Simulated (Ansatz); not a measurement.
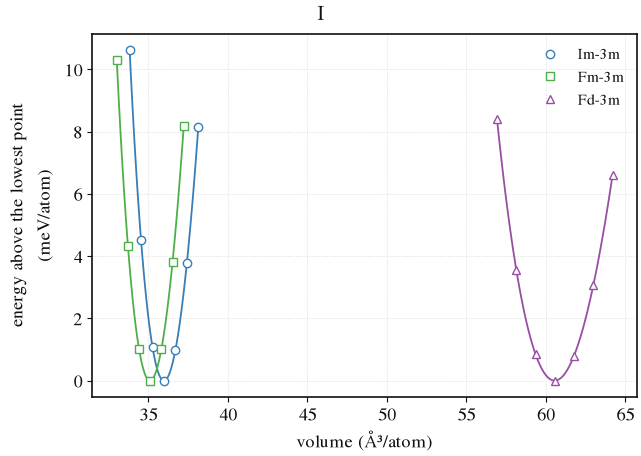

The picture above shows the energy above the lowest point against volume, with one curve for each structure, for I. Each energy curve has its own zero, so the curves don't rank the structures.

Method: equation of state of a cubic crystal from periodic Kohn-Sham density functional theory without spin, third-order Birch-Murnaghan fit to the free energies; pressure corrected for the finite basis (Ansatz 0.2.0 development build). Level: PBE.

occupation method Fermi–Dirac; occupation width 0.06123 eV; wave cutoff 420 eV; datasets soft-1 PAW; density cutoff ratio 4; search for lower states default.

Settings that differ: Im-3m: k mesh 37×37×37, atoms in cell 1, density tolerance 1e−07 eV, lattice centring body-centred primitive, space group number 229, structure type bcc; Fm-3m: k mesh 36×36×36, atoms in cell 1, density tolerance 1e−07 eV, lattice centring face-centred primitive, space group number 225, structure type fcc; Fd-3m: k mesh 12×12×12, atoms in cell 2, density tolerance 1.2e−07 eV, lattice centring face-centred primitive, space group number 227, structure type diamond.

**Order the curves by fitted equilibrium volume, smallest first.**

Fm-3m 35.10, Im-3m 35.98, Fd-3m 60.56 Å³/atom.

Limits of the calculation: cubic model structure, not the ambient form; no spin polarisation, a magnetic state may lie lower (Fd-3m).
